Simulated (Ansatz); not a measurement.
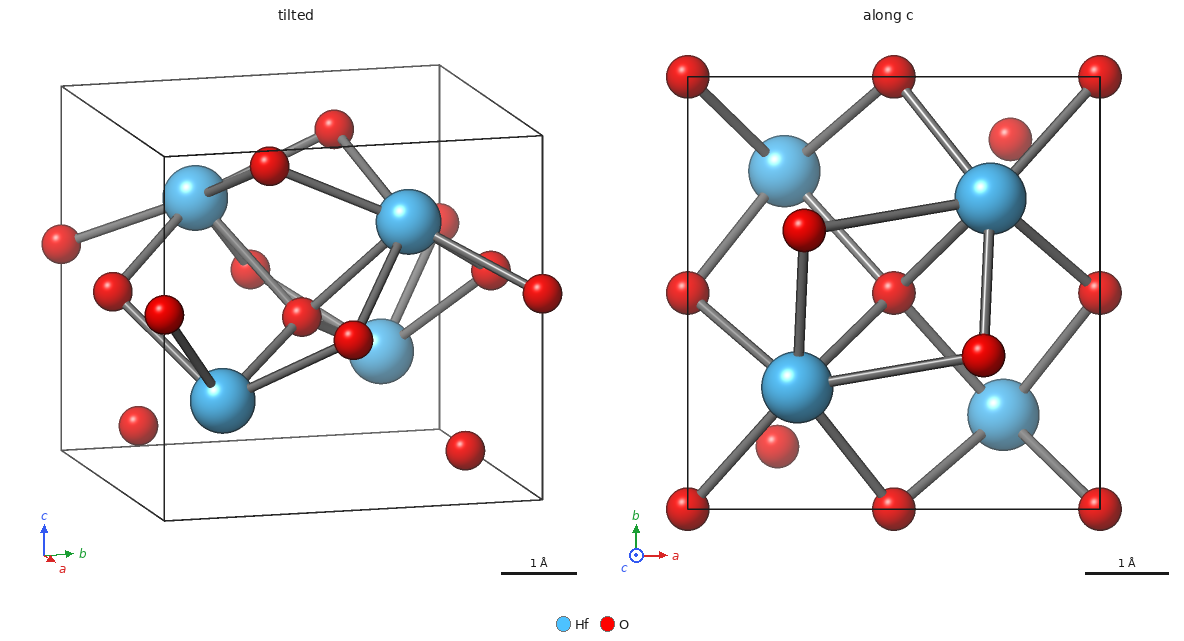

An orthographic ball-and-stick view of the structure, slightly off an axis and along the c axis. Atoms at the boundary of the conventional unit cell (the box) are drawn once for each face, edge or corner they touch.

HfO2, space group P2_12_12 (No. 18), a = 5.007 Å, b = 5.251 Å, c = 4.959 Å, α = 90.00°, β = 90.00°, γ = 90.00°. The model was built from a structure listed in the Materials Project. Earlier steps of the study, as a rule a relaxation of our own, may have changed the cell and positions, so they can lie some per cent off the listed ones. Ansatz was used for an electronic-structure calculation on it.

This one geometry was computed with Ansatz (DFT, plane waves, PAW) at five levels of theory: HSE06, PBE with spin-orbit coupling, PBE, PBE0 and r2SCAN. It was relaxed beforehand with r2SCAN.

Question: Which level gives the highest pressure at this volume, and what does that say about its equilibrium volume?

Answer: Highest: PBE with spin-orbit coupling (5.7 GPa) and PBE (6.0 GPa), which points to the largest equilibrium volume. Lowest, with the smallest volume: HSE06 (-0.1 GPa), PBE0 (0.0 GPa) and r2SCAN (0.0 GPa). Levels within 0.5 GPa of each other can't be told apart.

Question: How does the band gap change with the level of theory?

Answer: PBE with spin-orbit coupling: a gap of 4.16 eV, indirect; PBE: a gap of 4.16 eV, indirect; r2SCAN: a gap of 4.73 eV, direct; HSE06: a gap of 5.77 eV, indirect; PBE0: a gap of 6.51 eV, indirect.

Question: Collect the results in a table.

Answer:
| level | cutoff (eV) | k-mesh of the run's cell | gap (eV) | pressure (GPa) |
| --- | --- | --- | --- | --- |
| HSE06 | 420 | 4×4×4 | 5.77 | -0.1 |
| PBE with spin-orbit coupling | 420 | 6×6×6 | 4.16 | 5.7 |
| PBE | 420 | 6×6×6 | 4.16 | 6.0 |
| PBE0 | 420 | 4×4×4 | 6.51 | 0.0 |
| r2SCAN | 500 | 6×6×6 | 4.73 | 0.0 |

Gaps are taken on the k-mesh or band path of each run.
